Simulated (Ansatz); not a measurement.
```
Be S
1.0
     4.94025    0.00000    0.00000
     0.00000    0.00000   -4.94025
     0.00000    4.94025    0.00000
Be S
4 4
Cartesian
  2.4701 0.0000 -2.4701
  0.0000 2.4701 -2.4701
  0.0000 0.0000 0.0000
  2.4701 2.4701 0.0000
  3.7052 1.2351 -3.7052
  1.2351 3.7052 -3.7052
  1.2351 1.2351 -1.2351
  3.7052 3.7052 -1.2351
```

Space group F-43m; started from the BeS prototype; changed on purpose from its base cell (volume × 1.040); computed pressure about −3 GPa in this cell.

Level of theory: DFT PBE, scalar-relativistic, plane waves, PAW in Ansatz.

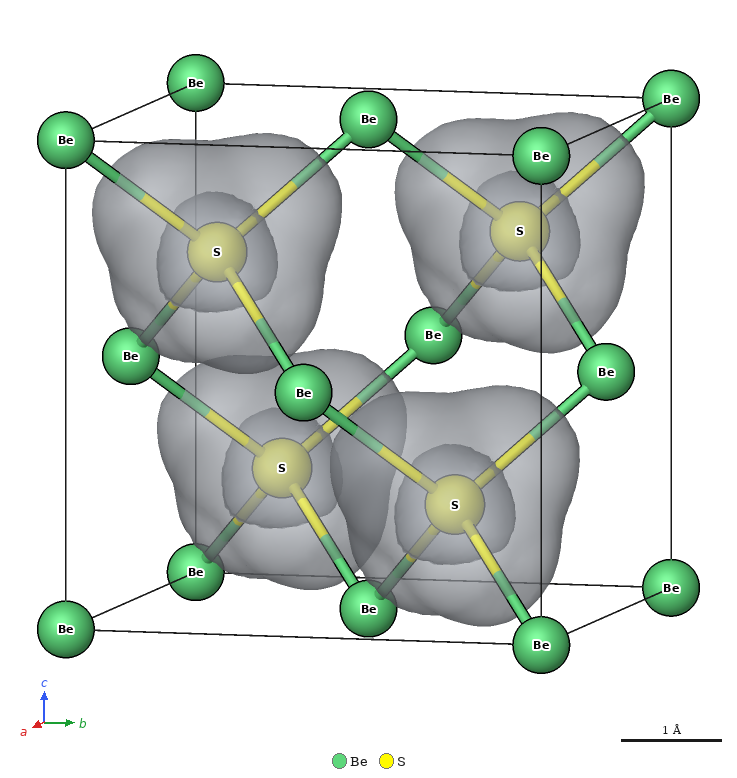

BeS. Isosurface of the ELF at 0.75 (grey), seen slightly off an axis. Only the valence region is drawn (cores and ρ < 0.01 e/Å³ removed). Sticks mark near contacts.

### Identify the bonds, lone pairs and shells in this picture.

The surface consists of four regions wrapped around S (the valence shell of each), counted in one cell of 8 atoms. Regions shared between cells count once. Profiles from the grid: Be–S (2.14 Å): the ELF peaks at about 0.95 between the atoms, as expected for a polar covalent bond.

### Does the calculation make it a metal, or give it a gap?

It is gapped, with a Kohn–Sham gap of 3.2 eV on the k-point mesh (the band edges may lie off the mesh, which would make the gap smaller).
